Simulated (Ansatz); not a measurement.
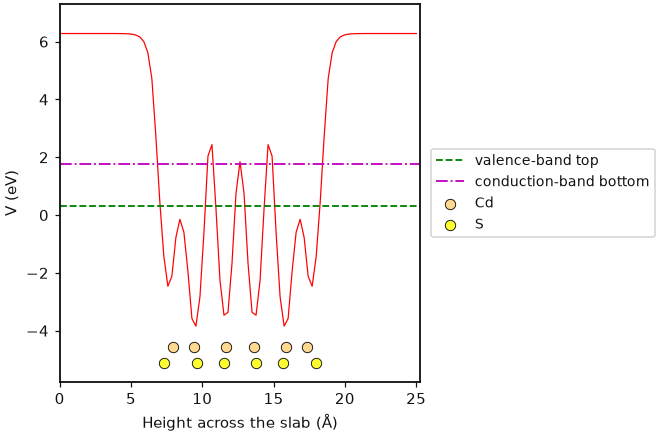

Plane-averaged electrostatic potential energy of an electron across the slab; circles at the bottom mark the heights of the atoms (positions after relaxation).

Structure: a (110) slab cut from CdS (F-43m), ended by CdS planes, 12 atoms in the cell.

Method: DFT PBEsol, scalar-relativistic, plane waves, PAW, no spin polarisation, 7×5×1 k mesh, Gaussian smearing of 0.05 eV (Ansatz).

### What are the ionisation potential and the electron affinity of the slab?

From the vacuum level at the right face the ionisation potential is 5.98 eV and the electron affinity 4.51 eV; the left face gives the same. The slab's gap, their difference before rounding, is 1.47 eV. The two vacuum levels agree, so the slab has no net dipole along its normal.

### How thick are slab and vacuum?

The outermost atoms are 10.6 Å apart, which leaves 14.7 Å of vacuum in a cell 25.3 Å high.
